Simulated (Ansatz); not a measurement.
# Σ5 (210) boundary in fcc Ag with O (interstitial): structure and resistance, part 2 of 2

Aim: the relaxed structure and the specific resistance of the Σ5 (210) boundary in fcc Ag with O (interstitial).

Ansatz 0.2.0; Ansatz plane-wave DFT, PBE, PAW files; relaxation of a bicrystal slab with its lowest layers held; PAW set soft_1 (the session's first sound run).

So far. Step 2 (Relaxing the bicrystal): The largest force component on a free atom ends at 0.0042 eV/Å, under the tolerance of 0.03, after 12 steps.

### 3. Transmission across the boundary

This step: Ansatz plane-wave DFT, PBE, PAW files; ballistic transport by layer matching (Landauer), zero bias; boundary relaxed in a short slab, bulk layers laid on; PAW set soft_1 (Ansatz 0.2.0).

System of this step: Σ5 (210) boundary in fcc Ag with O (interstitial). The cell holds 48 atoms: 47 Ag and 1 O. Cell: a = 5.005 Å, b = 4.086 Å, c = 51.160 Å, α = 90.0°, β = 90.0°, γ = 65.9°. It derives from Ag. Regions: lower grain, 19 atoms (19 Ag); boundary, 14 atoms (13 Ag and 1 O); upper grain, 15 atoms (15 Ag). Vacuum lies along c.

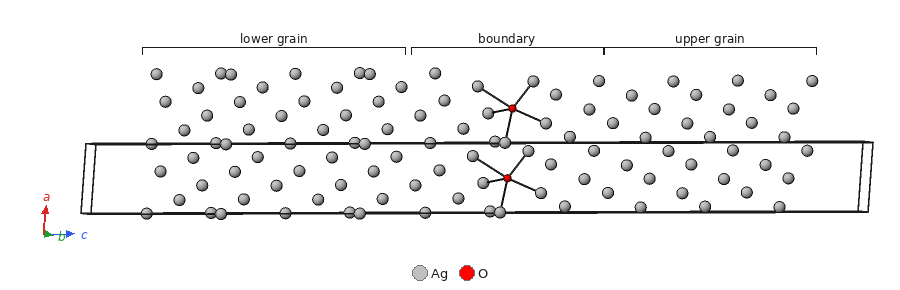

The cell of this step (silver light grey, oxygen red). Bonds to atoms that aren't drawn are left out. 2×1×1 cells are drawn. Some periodic images of atoms are drawn too.

Input file input.yaml:

```yaml
crystal:
  lattice:
    - [5.0045524935, 0.0, 0.0]
    - [1.6681841645, 3.7301731908, 0.0]
    - [0.0, 0.0, 51.1601512146]
  atoms:
    - { symbol: Ag, position: [-14.9999999996, 7.4999999997, 0.0781858518] }
    - { symbol: Ag, position: [-14.3999999997, 7.1999999998, 0.096045496] }
    - { symbol: Ag, position: [-13.7999999997, 6.8999999998, 0.1139051401] }
    - { symbol: Ag, position: [-13.1999999997, 6.5999999998, 0.1317647843] }
    - { symbol: Ag, position: [-12.5999999997, 6.2999999998, 0.1496244285] }
    - { symbol: Ag, position: [-11.9999999997, 5.9999999998, 0.1674840727] }
    - { symbol: Ag, position: [-11.3999999997, 5.6999999998, 0.1853437169] }
    - { symbol: Ag, position: [-10.7999999997, 5.3999999998, 0.2032033611] }
    - { symbol: Ag, position: [-10.1999999998, 5.0999999998, 0.2210630052] }
    - { symbol: Ag, position: [-9.5999999998, 4.7999999998, 0.2389226494] }
    - { symbol: Ag, position: [-8.9999999998, 4.4999999999, 0.2567822936] }
    - { symbol: Ag, position: [-8.3999999998, 4.1999999999, 0.2746419378] }
    - { symbol: Ag, position: [-7.7999999998, 3.8999999999, 0.292501582] }
    - { symbol: Ag, position: [-7.1999999998, 3.5999999999, 0.3103612262] }
    - { symbol: Ag, position: [-6.5999999998, 3.2999999999, 0.3282208703] }
    - { symbol: Ag, position: [-5.9999999998, 2.9999999999, 0.3460805145] }
    - { symbol: Ag, position: [-5.3999999999, 2.6999999999, 0.3639401587] }
    - { symbol: Ag, position: [-4.7999999999, 2.3999999999, 0.3817998029] }
    - { symbol: Ag, position: [-4.1999999999, 2.0999999999, 0.3996594471] }
    - { symbol: Ag, position: [0.4000000001, 0.7999999999, 0.4175190912] }
    - { symbol: Ag, position: [0.0016700324, 0.4991649838, 0.436666779] }
    - { symbol: Ag, position: [0.6048137231, 0.1975931384, 0.4549926959] }
    - { symbol: Ag, position: [0.2117235145, 0.8941382427, 0.4729244781] }
    - { symbol: Ag, position: [0.8141016414, 0.5929491793, 0.4914403771] }
    - { symbol: Ag, position: [0.4217112416, 0.2891443792, 0.5113170627] }
    - { symbol: Ag, position: [0.0102559564, -0.0051279782, 0.5265908548] }
    - { symbol: O, position: [0.4967959199, 0.75160204, 0.5360695787] }
    - { symbol: Ag, position: [0.8830729733, 0.5584635134, 0.5630091089] }
    - { symbol: Ag, position: [0.2836099609, 0.8581950196, 0.5792639513] }
    - { symbol: Ag, position: [0.6851498988, 0.1574250506, 0.5984880131] }
    - { symbol: Ag, position: [0.0851090619, 0.457445469, 0.6163689678] }
    - { symbol: Ag, position: [0.4811452064, 0.7594273968, 0.6350754213] }
    - { symbol: Ag, position: [0.8766652666, 0.0616673667, 0.6539194855] }
    - { symbol: Ag, position: [-4.7233347334, 2.3616673667, 0.6717791297] }
    - { symbol: Ag, position: [-5.3233347334, 2.6616673667, 0.6896387738] }
    - { symbol: Ag, position: [-5.9233347334, 2.9616673667, 0.707498418] }
    - { symbol: Ag, position: [-6.5233347333, 3.2616673667, 0.7253580622] }
    - { symbol: Ag, position: [-7.1233347333, 3.5616673666, 0.7432177064] }
    - { symbol: Ag, position: [-7.7233347333, 3.8616673666, 0.7610773506] }
    - { symbol: Ag, position: [-8.3233347333, 4.1616673666, 0.7789369948] }
    - { symbol: Ag, position: [-8.9233347333, 4.4616673666, 0.7967966389] }
    - { symbol: Ag, position: [-9.5233347333, 4.7616673666, 0.8146562831] }
    - { symbol: Ag, position: [-10.1233347333, 5.0616673666, 0.8325159273] }
    - { symbol: Ag, position: [-10.7233347333, 5.3616673666, 0.8503755715] }
    - { symbol: Ag, position: [-11.3233347332, 5.6616673666, 0.8682352157] }
    - { symbol: Ag, position: [-11.9233347332, 5.9616673666, 0.8860948599] }
    - { symbol: Ag, position: [-12.5233347332, 6.2616673666, 0.903954504] }
    - { symbol: Ag, position: [-13.1233347332, 6.5616673665, 0.9218141482] }
kpoints:
  mp_grid: { grid: [7, 7, 1] }
hamiltonian:
  xc: pbe
  pseudopotentials: { kind: paw, azcp: { folder: soft_1 } }
scf:
  occupations: { method: fermi_dirac, width: 0.1 }
output:
  transmission:
    leads: [[10, 11], [39, 40]]
    kmesh: [18, 18]
    e_range: [-0.1, 0.1]
    de: 0.05
  write_potential: true
  write_density: true
  volumetric_format: npy
  elf: true
```

Launch:

```bash
ansatz run input.yaml --threads 4 --pin off --max-ram 15360MiB --backend cpu --events-out ev --progress --plain --runs-dir out
```

Numbers of over 12 decimals in the logs are rounded to 6 here.

Log:

```text
[...]
Crystal: 48 atoms, lattice volume = 955.050 Å³
Basis set: ecut = 420 eV, 18703 PW (Γ)
Bands: 540, of which v1, the nominal top of the filled ones, is band 450 counted from 1 (449 counted from 0)
Symmetry: 2 space group operations
[...]
k-points: 16 of 49 (time reversal used)
[...]
SCF iter   1: F=—  HF=-357334.861630 eV  |F-HF|=—  |Δ(HF+E_count)|=         —  Δρ=7.05e-2  dr2=8.14e1  ethr=3.10e-3  ⟨swp⟩=5.0  Hψ=25807  notcnv=0  defer=839
[...]
SCF iter  12: F=-357321.084810 eV  HF=-357321.084810 eV  |F-HF|=6.52e-9  |Δ(HF+E_count)|=   1.44e-8  Δρ=7.95e-7  dr2=7.60e-9  ethr=8.38e-12  ⟨swp⟩=1.0  Hψ=22931  notcnv=0
SCF 1 converged in 12 iterations: F = -357321.084810 eV  dr2 = 7.60e-9
[...]
transmission: 368 of 3640 steps passed
transmission: 736 of 3640 steps passed
[...]
transmission: 3640 of 3640 steps passed
WARN: The input density's exchange-correlation potential varies sharply where the density is thin. Do not read a vacuum level from v_tot or v_xc, or from such a field of the output density. On a cell that repeats whose density bears no net charge and no dipole along the vacuum's axis use v_es (v_loc + v_h of the components); under efield.dipole_correction with no amplitude use v_es + v_field, which holds any external [...]
SCF converged after 12 iterations
Free energy (F): -357321.084810 eV
[...]
Internal energy: -357320.658724 eV  (E = F + TS)
E sigma→0 (E₀):  -357320.871767 eV
Entropy (-TS):   -0.426086 eV (-8.877 meV/atom)
Fermi energy:    13.878284 eV
[...]
--- Band table (eV; the first three rows and the last of 16) ---
  k-point 0: bands = [... 446 lower, 15.5261, 15.5600, 15.6970, 15.7379, 15.7944, 15.8789, 15.9710, 16.0253, ... 86 higher]
  k-point 1: bands = [... 446 lower, 15.1827, 15.2098, 15.2987, 15.3971, 15.5212, 15.7251, 15.8186, 15.9960, ... 86 higher]
  k-point 2: bands = [... 446 lower, 14.5468, 14.5591, 14.6166, 14.6393, 14.7657, 14.8861, 14.8971, 15.0260, ... 86 higher]
  k-point 15: bands = [... 446 lower, 12.6054, 12.7112, 12.9360, 13.3750, 13.4056, 13.6300, 13.8235, 14.2492, ... 86 higher]
--- Transmission ---
  basis      : 165 plane waves across, 40 finite elements along
  points     : 91, standing for a mesh of 18 x 18
  energies   : 5 from -0.100000 to 0.100000 eV about the Fermi level, 0.050000 eV apart; the leads are filled to 0.000000 eV, and channels, transmission and decay are at 0.000000 eV
  crystal 0  : Ag3, at the sites [10, 11], period 2.7411 Å, over 18.27 Å; its Hamiltonian steps by up to 17.9 meV
    offset         : up to 0.0000 Å between an atom of the period and one for which it stands
    channels       : 2.151235e0 a spin
    conductance    : none, the energies end too early or step too widely for 300 K: set another output.transmission.e_range or a lower de, or, where they end at an eighth of basis.ecutwfc, a higher one
[...]
channels       : 2.151235e0 a spin
[...]
junction   : crystal 0 to crystal 1, 12.92 to 38.24 Å
    transmission   : 8.830656e-1 a spin
[...]
```

Elapsed: 23 min, on 4 threads of Arm Neoverse V1, shared host; peak memory 11 GiB.

This step gave:

| Item | Value |
| --- | --- |
| free energy | -357321.0848 eV |
| energy at zero smearing | -357320.8718 eV |
| Fermi energy | 13.88 eV |
| cell area | 18.67 Å² |
| transmission per spin nearest the Fermi level | 0.8831 |
| open channels per spin nearest the Fermi level | 2.151 |
| open channels per spin, upper lead | 2.151 |
| step of the lead's potential | 17.9 meV |
| step of the upper lead's potential | 14.6 meV |

Per spin. Table of transmission, zone mean by energy, zero at the Fermi level:

```tsv
energy (eV)	transmission, zone mean
-0.1000	0.882
-0.0500	0.878
0.0000	0.883
0.0500	0.881
0.1000	0.873
```

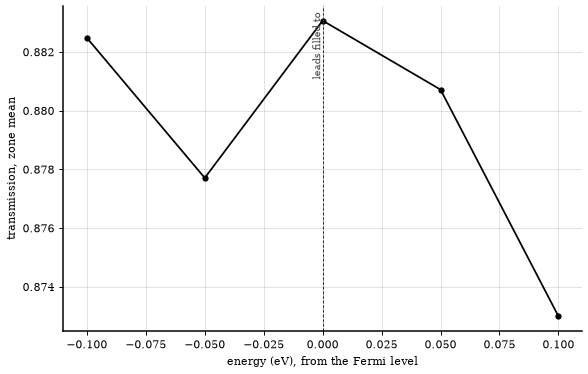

Transmission, zone mean against energy.

Per spin. Open channels, zone mean against energy, zero at the Fermi level:

```tsv
energy (eV)	lead	upper lead
-0.1000	2.11	2.13
-0.0500	2.13	2.15
0.0000	2.15	2.15
0.0500	2.16	2.16
0.1000	2.16	2.15
```

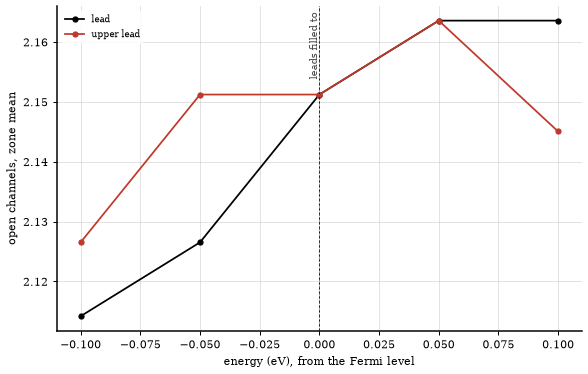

Open channels, zone mean, plotted against energy.

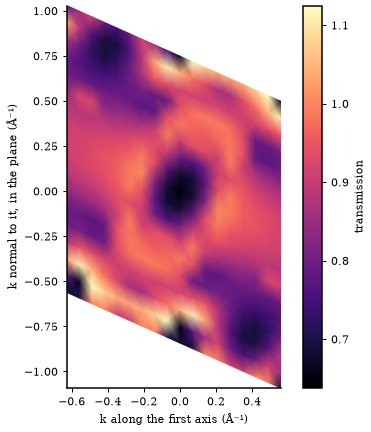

Transmission over k1 and k2. At 0.0000 eV from the Fermi level.

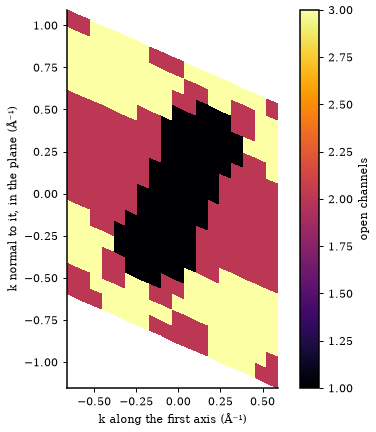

Open channels over k1 and k2. At 0.0000 eV from the Fermi level.

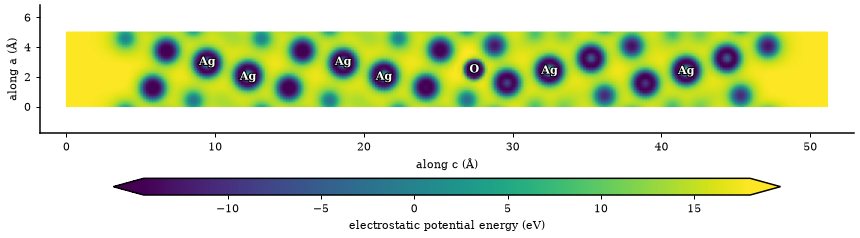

Electrostatic potential energy in the ca plane at fractional y = 0.752, with atoms of Ag and O within 0.2 Å of it. With pseudopotentials it is smooth inside the atoms' cores, unlike the true potential.

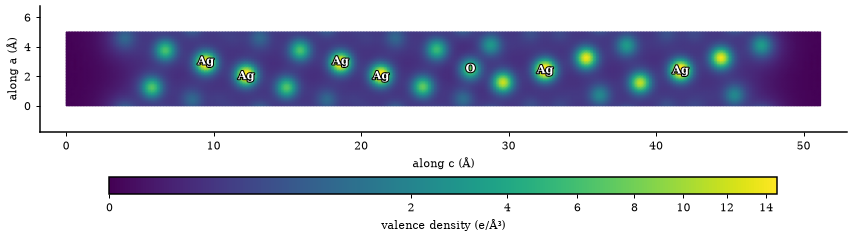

Valence density in the ca plane at fractional y = 0.752, with atoms of Ag and O within 0.2 Å of it. It is the smooth field of the valence electrons, not physical close to the nuclei. The colour scale is stretched toward low values.

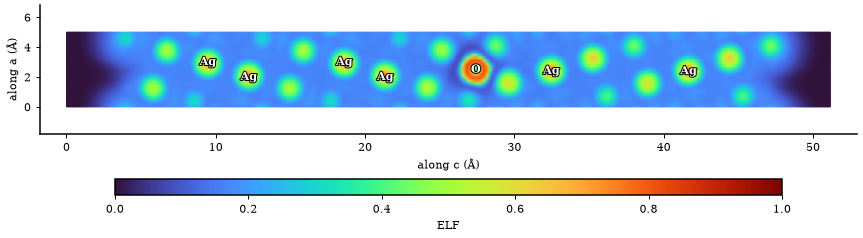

ELF in the ca plane at fractional y = 0.752, with atoms of Ag and O within 0.2 Å of it. It is the smooth field of the valence electrons, not physical close to the nuclei.

Over the solved energies the transmission per spin lies between 0.873 and 0.883, out of 2.14 channels of the lead on average (up to 2.16).

### 4. Specific resistance

This step: Ansatz plane-wave DFT, PBE, PAW files; ballistic transport by layer matching (Landauer), zero bias; specific resistance of the boundary; PAW set soft_1 (Ansatz 0.2.0).

Numbers from this step:

```yaml
area_resistance: 1.617 fΩ m²
t_over_the_leads_mean_channel_count: 0.4098
```

Averaged over the energies near the Fermi level, 41.0 % of the channels pass, which makes 1.62 fΩ m².

By hand, with T and the leads' channels N averaged over the energies near the Fermi level: RA = A (h/2e²)(1/T − ½[1/N₁ + 1/N₂]) = 18.67×10⁻²⁰ m² × 12 906 Ω × (1/0.8794 − ½[1/2.144 + 1/2.148]) = 1.62 fΩ m².

### 5. Summary of results

- specific resistance of the boundary: 1.62 fΩ m²
- share of channels that pass: 0.410

**Reading.** The boundary has a specific resistance of 1.6 fΩ m². The boundary reflects 59 % of the channels; 1.6 fΩ m² is 16×10⁻¹² Ω·cm². That equals the resistance of 99 nm of bulk Ag at 300 K (measured 1.629 µΩ cm, CRC Handbook of Chemistry and Physics, 84th ed., 2003, Electrical Resistivity of Pure Metals). One O in 18.7 Å² of boundary is a high coverage. In the relaxation the upper grain slid sideways by about 0.3 Å, so the result belongs to the position that it found, not to the starting one. One starting structure was relaxed; another shift or atom count at the boundary may lie lower.

[Logs are printed without paths, hosts, clocks, repeated set-up lines and the standing remarks that a program may print on its own settings, such as how far it seeks lower states.]

[Hosts, paths, dates, database ids (printed as entryN), source tags and the programs' standing remarks are cut or masked in the printed files.]
